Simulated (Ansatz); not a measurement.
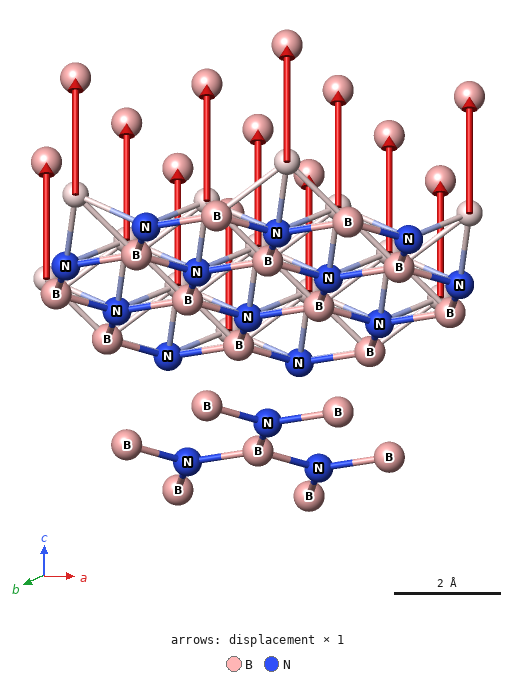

A constrained relaxation of a slab of composition B4N3 (cut from the R3m phase). The starting structure is drawn faded, the final one solid; red arrows show the displacements, at their true length.

A ball-and-stick model of the atoms within 5.0 Å of the atom that moves most (axes of the 3 × 3 repeat of the cell, outlined in the plane, without the vacuum), seen from a free direction.

Case: B put at a hollow N-B site. The slab is the (0 0 1) face of BN with B on it. 2 atoms are held fixed.

Theory: DFT PBE+D3(BJ), scalar-relativistic, plane waves, PAW in Ansatz 0.2.0. Set-up: plane-wave cutoff 420 eV; k-point mesh 12 × 12 × 1; occupations gaussian; smearing width 0.05 eV; collinear spin; dipole correction; atoms relaxed in a fixed cell; force threshold 0.03 eV/Å; at most 70 steps.

**Atoms of which element are displaced furthest, and by how much?**

Boron: up to 2.38 Å, against 0.03 Å for nitrogen.

**What did the optimiser do to the structure, and how much energy did it gain?**

The largest move is that of a B atom, 2.38 Å along the normal (+c). By element the largest moves are B 2.38 Å, N 0.03 Å. The cell doesn't change. Near-neighbour distances that change, for instance: B–N 1.683 → 3.569 Å, B–B 1.684 → 3.566 Å. Bonds break: B–B (1.68 → 3.57 Å), B–N (1.68 → 3.57 Å). After 15 geometry steps the energy has fallen by 7.255 eV per cell of the calculation. Largest force component: 7.6 eV/Å at the start, 0.005 eV/Å at the end. The program noted that the starting moments weren't kept. The run took 6.5 min on 1 thread of Arm Neoverse V1 (shared host), peak memory 0.4 GiB.

Limits of the set-up: the periodic images lie only 2.5 Å apart, so the values are limited by the cell's size.
